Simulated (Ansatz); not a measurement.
# Run report: MgO, single-point calculation

MgO (P1, 8 atoms in the cell), computed with DFT PBEsol, scalar-relativistic, plane waves, PAW, no spin polarisation (Ansatz 0.2.0).

The structure derives from an entry of the Crystallography Open Database. It belongs to a series of runs on one base structure; here: all atoms moved at random (sigma 0.22 A a component), cell strained at random (sigma 0.03). Figures and captions count atoms from 1; the log counts them from 0 in places.

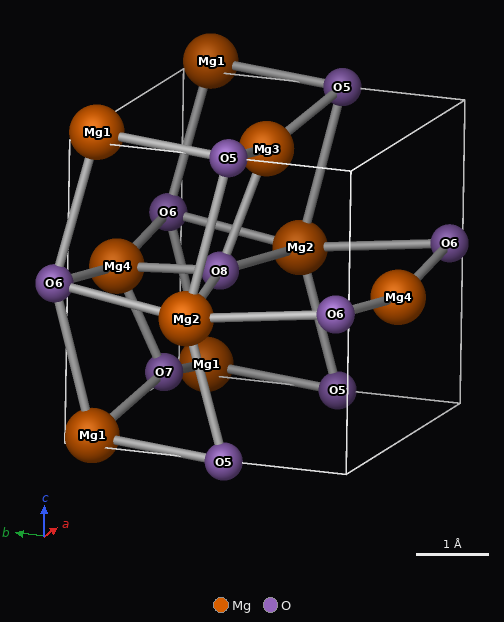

*The structure (ball-and-stick view of the cell of the calculation, set on other vectors, seen at an oblique angle; atoms are numbered from 1 in the order of the input). An atom can appear more than once, as a periodic image.*

Key numbers:

```tsv
quantity	value
outcome	converged
space group (tolerance 0.01 Å)	P1 (1)
electrons treated	64
free energy	−9897.2353 eV
Fermi energy	9.578 eV
gap on the k-point mesh	2.05 eV
pressure	17.36 GPa
largest force (length of the vector)	6.913 eV/Å
hardware	1 thread of Arm Neoverse V1, 24 GiB of memory available, shared host
wall time	41 s
peak memory	0.44 GiB
```

Input:
```yaml
crystal:
  lattice:
    - [4.2628994128, 0.0051043486, 0.0582820065]
    - [-0.0051043486, -4.3149120281, -0.0889865752]
    - [-0.0582820065, -0.0889865752, -4.2388574975]
  atoms:
    - { symbol: Mg, position: [-0.0753517165, -0.0213970188, -0.0512300785] }
    - { symbol: Mg, position: [0.5610834383, 0.5351257901, 0.0377882668] }
    - { symbol: Mg, position: [0.5060838973, 0.0979960209, 0.4878662158] }
    - { symbol: Mg, position: [0.0200467541, 0.5319413023, 0.5138348655] }
    - { symbol: O, position: [0.4323089742, -1.54739e-05, 0.0076480234] }
    - { symbol: O, position: [0.0363489318, 0.4704075491, 0.0247368024] }
    - { symbol: O, position: [-0.1076815944, -0.1048751694, 0.3989139817] }
    - { symbol: O, position: [0.6271613152, 0.4908169997, 0.5804419229] }
basis:
  ecutwfc: 420
kpoints:
  mp_grid: { grid: [6, 6, 6] }
hamiltonian:
  xc: pbesol
scf:
  occupations: { method: gaussian, width: 0.05 }
output:
  forces: true
  stress: true
  eigenvalues: true
  write_density: true
  write_potential: true
  elf: true
  volumetric_format: npy
```

Command:
```bash
ansatz run input.yaml --threads 1 --pin off --max-ram 2560MiB --backend cpu --events-out ev --progress --plain --runs-dir out
```

Output:
```
Engine: ansatz 0.2.0, aarch64-unknown-linux-gnu
Pseudopotentials: kind: paw
Pseudopotential: Mg, paw, valence charge 10, recommended cutoff 420 eV (normal), Mg.paw.azcp
Pseudopotential: O, paw, valence charge 6, recommended cutoff 420 eV (normal), O.paw.azcp
Functional definition: PBEsol
  exchange = pbesol_x
  correlation = pbesol_c
Crystal: 8 atoms, lattice volume = 77.921 Å³
Basis set: ecut = 420 eV, 1513 PW (Γ), exchange–correlation on 60×60×60 points (8 copies of the dense FFT grid, shifted against one another)
Bands: 40, of which v1, the nominal top of the filled ones, is band 32 counted from 1 (31 counted from 0)
Symmetry: 1 space group operations
Space group: P1 (ITA 1), of the structure as read, at distance tolerance 4.3e-5 Å
k-points: 112 of 216 (time reversal used)
Non-local potential: Mg, projectors of the file, l = 0: 3, l = 1: 2, l = 2: 1
Non-local potential: O, projectors of the file, l = 0: 2, l = 1: 2, l = 2: 1
PAW form: soft (Blöchl's): semilocal exchange-correlation on the pseudo side does not see the compensation charge
PAW frozen core: Mg, regenerated for the run's functional, and the local potential with it (the file was generated under x = pbe(κ = 0.804, μ = 0.2195149727645171), c = pbe(β = 0.06672455060314922))
PAW frozen core: O, regenerated for the run's functional, and the local potential with it (the file was generated under x = pbe(κ = 0.804, μ = 0.2195149727645171), c = pbe(β = 0.06672455060314922))
PAW one-centre angular grid: Mg, 110 points (default); XC on 64 Gauss nodes
PAW one-centre angular grid: O, 110 points (default); XC on 64 Gauss nodes
Initial density: superposition of atomic densities (neutral atoms: chi_scale 0, normalization atom), corrected by the library's trained network
Initial wavefunctions: pseudopotential atomic-orbital guess
Functional: x = pbesol(κ = 0.804, μ = 0.12345679012345678), c = pbesol(β = 0.046)
SCF iter   1: F=—  HF=-9897.281584 eV  |F-HF|=—  |Δ(HF+E_count)|=         —  Δρ=1.58e-2  dr2=1.66e-1  ethr=1.77e-3  ⟨swp⟩=6.3  Hψ=19294  notcnv=0  defer=18
preconditioner: auto → Resta (q_TF=auto, 2.640 Å⁻¹)  ε∞=3.9  [insulator: Δε(μ)=1.905 eV  Ē_g=14.073 eV  σ=0.050 eV  W_gap=1.00  n_scr=26 (ndim 8)  ℏωp=23.8 eV  f_vac=0.000  D(μ)=0.00/eV (n_scr^D=0)  ε∞_Penn≈3.9]
SCF iter   2: F=—  HF=-9897.240975 eV  |F-HF|=—  |Δ(HF+E_count)|=   4.06e-2  Δρ=5.46e-3  dr2=2.38e-2  ethr=2.59e-4  ⟨swp⟩=2.3  Hψ=6508  notcnv=0  defer=354
SCF iter   3: F=—  HF=-9897.235431 eV  |F-HF|=—  |Δ(HF+E_count)|=   5.54e-3  Δρ=1.06e-3  dr2=6.70e-4  ethr=3.72e-5  ⟨swp⟩=2.0  Hψ=6078  notcnv=0  defer=354
SCF iter   4: F=—  HF=-9897.235345 eV  |F-HF|=—  |Δ(HF+E_count)|=   8.64e-5  Δρ=2.19e-4  dr2=2.98e-5  ethr=1.05e-6  ⟨swp⟩=2.7  Hψ=7190  notcnv=0  defer=354
SCF iter   5: F=—  HF=-9897.235282 eV  |F-HF|=—  |Δ(HF+E_count)|=   6.24e-5  Δρ=6.82e-5  dr2=4.63e-6  ethr=4.65e-8  ⟨swp⟩=2.0  Hψ=7299  notcnv=0  defer=354
SCF iter   6: F=—  HF=-9897.235282 eV  |F-HF|=—  |Δ(HF+E_count)|=   7.99e-7  Δρ=2.51e-5  dr2=4.09e-7  ethr=7.24e-9  ⟨swp⟩=2.0  Hψ=7374  notcnv=0  defer=354
SCF iter   7: F=-9897.235281 eV  HF=-9897.235281 eV  |F-HF|=6.37e-9  |Δ(HF+E_count)|=   1.83e-7  Δρ=3.42e-6  dr2=1.26e-8  ethr=1.56e-10  ⟨swp⟩=12.8  Hψ=31975  notcnv=0
SCF 1 converged in 7 iterations: F = -9897.235281 eV  dr2 = 1.26e-8
  greatest PAW one-centre occupation: 1.000 electrons in one spin orbital (limit 2), on the Mg atom at site 3 (counted from 0), in its partial waves of l = 1
SCF converged after 7 iterations
Free energy (F): -9897.235281 eV
Harris-Foulkes:  -9897.235281 eV  (|F-HF|=6.37e-9)
Internal energy: -9897.235281 eV  (E = F + TS)
E sigma→0 (E₀):  -9897.235281 eV
Fermi energy:    9.577971 eV
--- Per-component energies (eV) ---
  E_band       = -1197.388917
  E_kinetic    = 1024.058292
  E_local      = -6777.043569  (includes V_loc(G=0)·N_el)
  E_nonlocal   = 577.097152
  E_hartree    = 2378.521413
  E_xc         = -416.310132
  E_vxc        = -536.418171  (∫ρ·V_xc dr)
  E_paw        = -1731.046270  (= ΣΔE_a)
  E_vpaw       = -242.134728  (= ΣTr[D̂ρ^β])
  E_aug_tail   = 0.009851  (compensation charges beyond the density's cutoff)
  E_ewald      = -4952.898618
  E_core_change = 0.376601  (= ΣΔE_core)
  E_smearing   = -0.000000  (= −TS)
  E_closure    = 0.000000  (closes the sum)
  Σ components = -9897.235281   (vs F -9897.235281, Δ=0.00e0)
--- Forces (eV/Å), atoms counted from 1 ---
  atom   1  Mg     2.25911573    -1.02764695    -0.77667781
  atom   2  Mg    -1.80439078     0.41399204     0.08211560
  atom   3  Mg    -1.35227396     3.20351572     0.32912320
  atom   4  Mg     4.68116654     2.83779687    -0.10716455
  atom   5  O      1.07554365    -0.02480515     1.17788018
  atom   6  O      0.10723510    -0.11084545     0.51734655
  atom   7  O      1.76896714    -6.54020944    -1.37212955
  atom   8  O     -6.73540686     1.24816842     0.14951732
  max |Σ_I F_I| component: 4.34e-5 eV/Å
--- Stress (GPa, compression-positive) ---
       19.629150      -2.881454       5.198557
       -2.881452      33.542334     -12.560679
        5.198558     -12.560680      -1.091598
  P = ⅓ Tr σ = 17.3600 GPa (173.600 kbar)
--- Band table (eV; the first three rows and the last of 112) ---
  k-point 0: bands = ["-64.7496", "-64.7259", "-64.6892", "-64.1046", "-31.8025", "-31.7247", "-31.6958", "-31.6753", "-31.6694", "-31.6576", "-31.6519", "-31.6407", "-31.5797", "-31.1235", "-31.0953", "-31.0125", "-9.6069", "-8.0025", "-7.6183", "-7.5284", "3.6470", "3.7580", "4.1809", "5.4270", "5.5935", "6.1102", "6.3473", "6.8445", "7.1668", "7.3156", "7.7110", "8.4169", "10.6018", "14.9012", "15.3857", "16.1105", "16.9766", "17.2037", "18.4539", "18.7230"]
  k-point 1: bands = ["-64.7494", "-64.7259", "-64.6893", "-64.1046", "-31.8016", "-31.7239", "-31.6988", "-31.6763", "-31.6680", "-31.6573", "-31.6521", "-31.6404", "-31.5802", "-31.1235", "-31.0954", "-31.0132", "-9.5152", "-8.1281", "-7.6085", "-7.4761", "3.5583", "3.8963", "4.4376", "5.3059", "5.4417", "5.9744", "6.2380", "6.7049", "6.9748", "7.2497", "7.6709", "8.3654", "11.2418", "14.7440", "15.6175", "16.0938", "17.2858", "17.4182", "18.4963", "18.8716"]
  k-point 2: bands = ["-64.7492", "-64.7260", "-64.6894", "-64.1046", "-31.7999", "-31.7214", "-31.7056", "-31.6760", "-31.6665", "-31.6575", "-31.6528", "-31.6395", "-31.5812", "-31.1234", "-31.0955", "-31.0146", "-9.2712", "-8.4153", "-7.5783", "-7.4063", "3.6307", "4.1642", "4.7536", "5.0187", "5.2426", "5.5731", "6.0157", "6.3529", "6.9294", "7.0996", "7.5724", "8.2765", "12.4788", "14.5266", "15.9331", "16.1276", "17.3313", "18.0201", "18.7444", "19.1685"]
  k-point 111: bands = ["-64.7477", "-64.7272", "-64.6896", "-64.1046", "-31.8073", "-31.7330", "-31.7046", "-31.6952", "-31.6664", "-31.6496", "-31.6423", "-31.6356", "-31.5781", "-31.1231", "-31.0955", "-31.0136", "-8.7566", "-8.0955", "-7.8695", "-7.6773", "2.8447", "3.0811", "3.4057", "3.7317", "6.3813", "6.4861", "6.7264", "7.2493", "7.3428", "7.5514", "7.6579", "8.0705", "13.0428", "14.0209", "15.2396", "15.9432", "17.1400", "17.8796", "18.5246", "20.1400"]
```

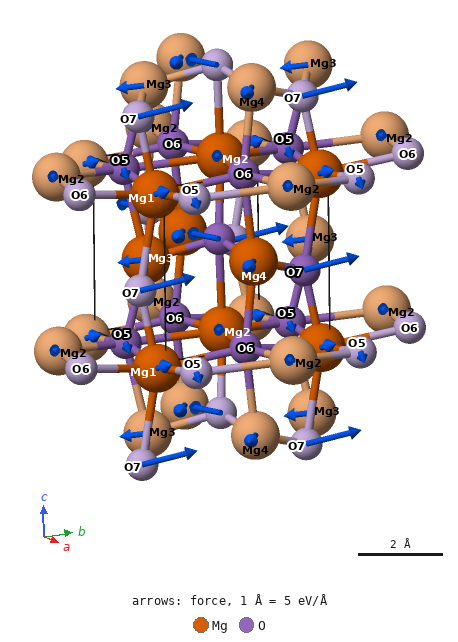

*Forces on the atoms as blue arrows (ball-and-stick view of the cell of the calculation, seen slightly off an axis; neighbours outside the cell are drawn fainter; atoms are numbered from 1 in the order of the input).*

The largest act on O7 (6.91 eV/Å); O8 (6.85 eV/Å); Mg4 (5.48 eV/Å); Mg3 (3.49 eV/Å), among others. The geometry is not a stationary point of this energy.

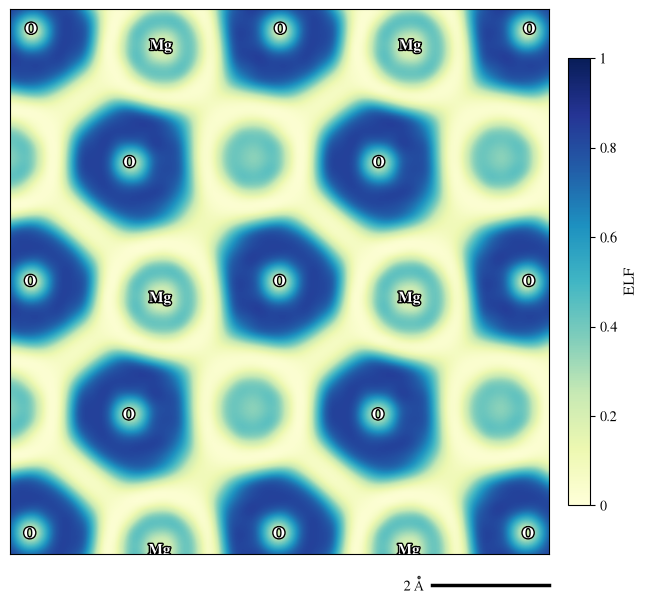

*ELF on the (100) plane of the conventional cell.*

The section cuts through Mg and O sites. In a PAW calculation such maps are meaningful between the atoms, not at the nuclei.
